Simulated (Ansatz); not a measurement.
Cd16Te17 (cell charge +1, with a compensating background) (cell with a defect)

The calculation's input:

```
crystal:
  lattice:
    - [-6.617373249, 6.617373249, -6.617373249]
    - [-6.617373249, -6.617373249, 6.617373249]
    - [6.617373249, 6.617373249, 6.617373249]
  atoms:
    - { symbol: Cd, position: [0.009436299, -0.0072435352, -0.0248321459] }
    - { symbol: Cd, position: [0.7604114672, 0.2449504951, 0.0117681849] }
    - { symbol: Cd, position: [0.7215313061, -0.0200512823, 0.2656351415], spin: 0.091 }
    - { symbol: Cd, position: [0.4948428091, 0.4910469371, 0.004019389] }
    - { symbol: Cd, position: [0.5059312787, 0.2523615719, 0.2537612542] }
    - { symbol: Cd, position: [0.4861530335, -0.0003874979, 0.5131592101] }
    - { symbol: Cd, position: [0.2493849859, 0.7479392997, 0.0009667266] }
    - { symbol: Cd, position: [0.2524687247, 0.5018578658, 0.2565879305] }
    - { symbol: Cd, position: [0.2807722019, 0.2894478263, 0.5184117709], spin: 0.091 }
    - { symbol: Cd, position: [0.2428952075, -0.0022033874, 0.7446053387], spin: 0.091 }
    - { symbol: Cd, position: [-0.0084671318, 0.7069755436, 0.2402974566], spin: 0.091 }
    - { symbol: Cd, position: [-0.0012529607, 0.4868616533, 0.5049509954] }
    - { symbol: Cd, position: [0.0025390829, 0.2474066135, 0.743949859], spin: 0.091 }
    - { symbol: Cd, position: [0.74826153, 0.7492976993, 0.5071747926], spin: 0.091 }
    - { symbol: Cd, position: [0.7514416932, 0.4948209107, 0.7560226497] }
    - { symbol: Cd, position: [0.5146834299, 0.7701877967, 0.7709828305] }
    - { symbol: Te, position: [0.0294532345, 0.1271773485, 0.2383886148], spin: 0.091 }
    - { symbol: Te, position: [0.7494201905, 0.2379896993, 0.2564868418] }
    - { symbol: Te, position: [0.7364014311, 0.0025885342, 0.523546054], spin: 0.091 }
    - { symbol: Te, position: [0.5004361186, 0.4991885329, 0.2563685636] }
    - { symbol: Te, position: [0.50610085, 0.2502866594, 0.503087234] }
    - { symbol: Te, position: [0.5004249937, 0.0085508449, 0.765725301] }
    - { symbol: Te, position: [0.2515099673, 0.7498466332, 0.2525645031] }
    - { symbol: Te, position: [0.2650940814, 0.5317107189, 0.5197647302] }
    - { symbol: Te, position: [0.2529492252, 0.2508616228, 0.7471200137], spin: 0.091 }
    - { symbol: Te, position: [0.262438173, -0.0001036437, -0.0005418828] }
    - { symbol: Te, position: [-0.008508436, 0.7302515934, 0.5045812995], spin: 0.091 }
    - { symbol: Te, position: [0.0004429474, 0.4991972849, 0.7563799294] }
    - { symbol: Te, position: [0.0075417764, 0.2567597998, -0.0017789468] }
    - { symbol: Te, position: [0.7493767594, 0.7443691646, 0.7559578633] }
    - { symbol: Te, position: [0.7382678321, 0.4801469835, -0.0051265799] }
    - { symbol: Te, position: [0.4946744942, 0.7402009067, 0.0017207251] }
    - { symbol: Te, position: [-0.0296642483, -0.0481331075, 0.3541586693], spin: 0.091 }
  host:
    lattice:
      - [0.0, 3.3086866245, 3.3086866245]
      - [3.3086866245, 0.0, 3.3086866245]
      - [3.3086866245, 3.3086866245, 0.0]
    atoms:
      - { symbol: Cd, position: [0.0, 0.0, 0.0] }
      - { symbol: Te, position: [0.25, 0.25, 0.25] }
total_charge: 1
basis:
  ecutwfc: 420
  xc_grid: 2
kpoints:
  mp_grid: { grid: [2, 2, 2], shift: [0.5, 0.5, 0.5] }
hamiltonian:
  xc: pbe
scf:
  occupations: { method: gaussian, width: 0.01 }
output:
  forces: true
  stress: false
  eigenvalues: true
  populations: true
  charged_corrections:
    defect_position: [0.0, 0.0, 0.5]
    epsilon: [[12.5827, 0.0, 0.0], [0.0, 12.5827, 0.0], [0.0, 0.0, 12.5827]]
  write_density: true
  write_potential: true
  elf: true
  volumetric_format: npy
magnetization:
  spin_polarized: true
relax:
  adjacent_minimum: "off"
  f_tol: 0.025
  max_steps: 60
```

Launched as:

```sh
ansatz run input.yaml --threads 8 --pin off --max-ram 22528MiB --backend cpu --events-out ev --progress --plain --runs-dir out
```

The fields are those of the relaxed geometry.

Spin-polarised.

Theory: DFT PBE, scalar-relativistic, plane waves, PAW (Ansatz 0.2.0).

Question: What will maps of the valence pseudo-density and electron localisation function show?

Answer: Cd–Te (2.82 Å): the density is about 0.34 e/Å³ at the midpoint; the ELF is about 0.50 at the midpoint.
Cd–Te (2.85 Å): ρ is about 0.33 e/Å³ halfway; the ELF is about 0.50 at the midpoint and 0.15 at its lowest between the atoms.

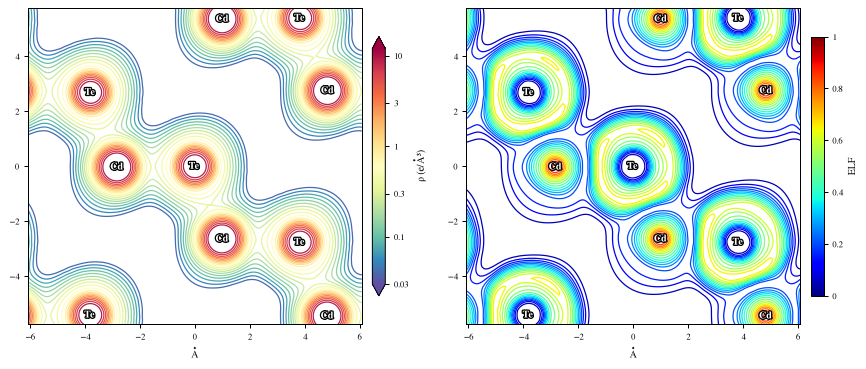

Computed valence pseudo-density and electron localisation function on the (010) plane of the calculation cell, in this order. 

Core electrons are frozen (PAW), and the valence fields are smoothed inside the atomic spheres.
